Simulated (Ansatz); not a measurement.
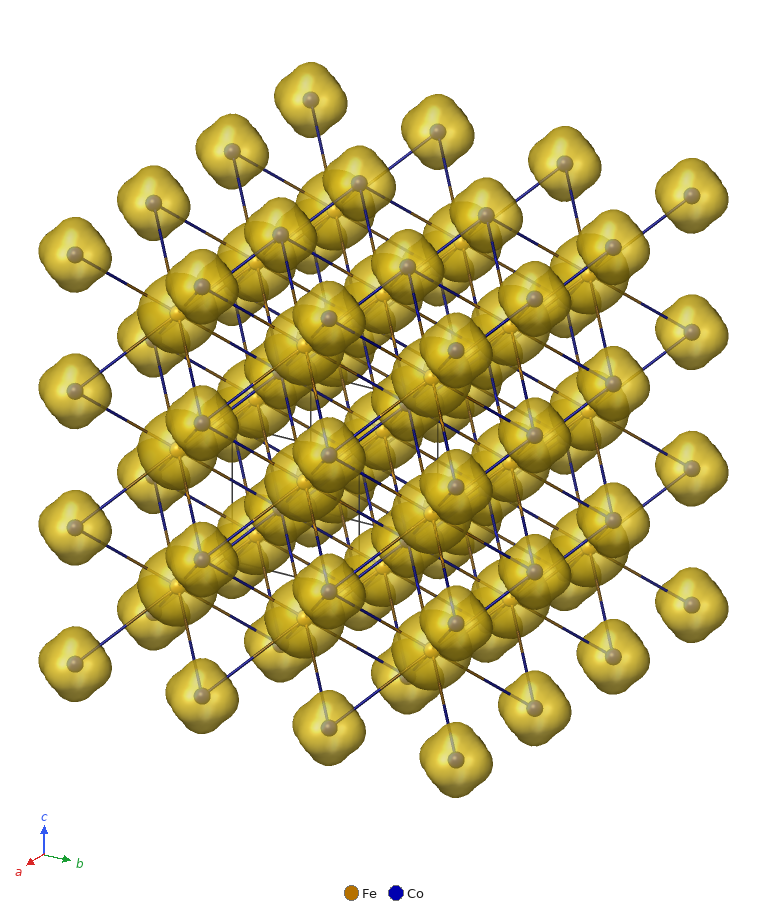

Figure 1: FeCo. Isosurface of the spin density (up minus down) at +0.3 e/Å³ (yellow), seen at an oblique angle. Sticks mark near contacts.

Space group Pm-3m; a structure generated by program, which may or may not match a known phase; spin-polarised.

Method: Ansatz 0.2.0, DFT PBE, scalar-relativistic, plane waves, PAW.

The density is the valence pseudo-density of a PAW calculation; it isn't the true density close to the nuclei.

```
Fe Co
1.0
     2.84484    0.00000    0.00000
     0.00000    2.84484    0.00000
     0.00000    0.00000    2.84484
Fe Co
1 1
Cartesian
  1.4224 1.4224 1.4224
  0.0000 0.0000 0.0000
```

Describe the spin distribution.

The spin density sits on Fe: +2.8 μB; Co: +1.8 μB in one cell of 2 atoms: parallel main moments (a ferromagnetic arrangement) in this solution. The cell of the calculation (2 atoms) carries 4.5 μB of net spin moment.
